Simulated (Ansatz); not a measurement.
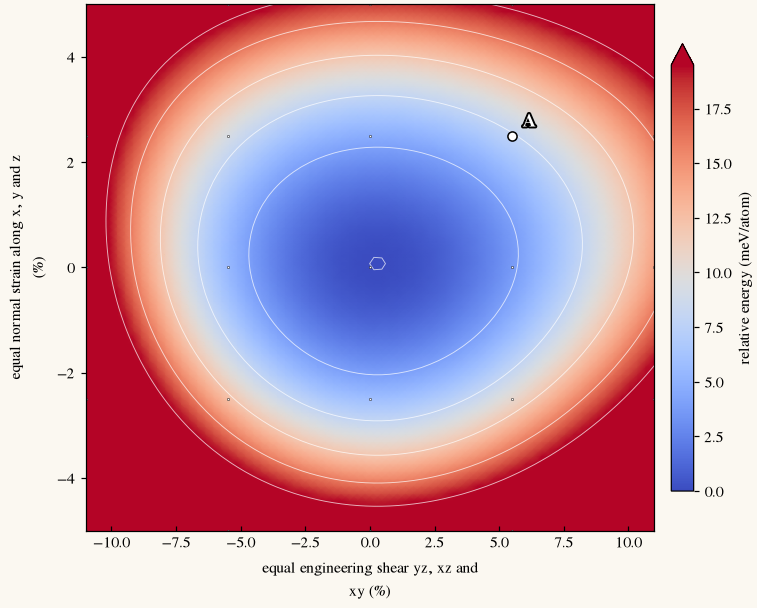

Na (I4/mmm, No. 139; 1 atom in the cell). The energy is mapped over two homogeneous strains (x along [1 0 0], y along [0 1 0], z along [0 0 1] of the conventional cell). First axis: equal engineering shear yz, xz and xy. Second axis: equal normal strain along x, y and z. Nothing is relaxed (symmetry fixes all fractional coordinates). The grid has 5 × 5 points. Points are written as (first, second). Energies are in meV/atom, from the lowest grid point. Method: DFT LDA, scalar-relativistic, plane waves, PAW in Ansatz. Settings: cutoff 520 eV, k-mesh 18×18×18, gaussian smearing 0.15 eV, no spin polarisation.

The picture shows a smooth colour map with a few white contour lines, dots at the grid points, one colour for all values above the top of the scale, the point A. Between grid points the surface is interpolated.

### Is A at rest? If not, where is it pushed?

A, at (5.5 %, 2.5 %), is not a stationary point. The computed force is 1.1 meV/atom for each 1 % towards smaller values of the first coordinate and 3.5 meV/atom for each 1 % towards smaller values of the second coordinate.
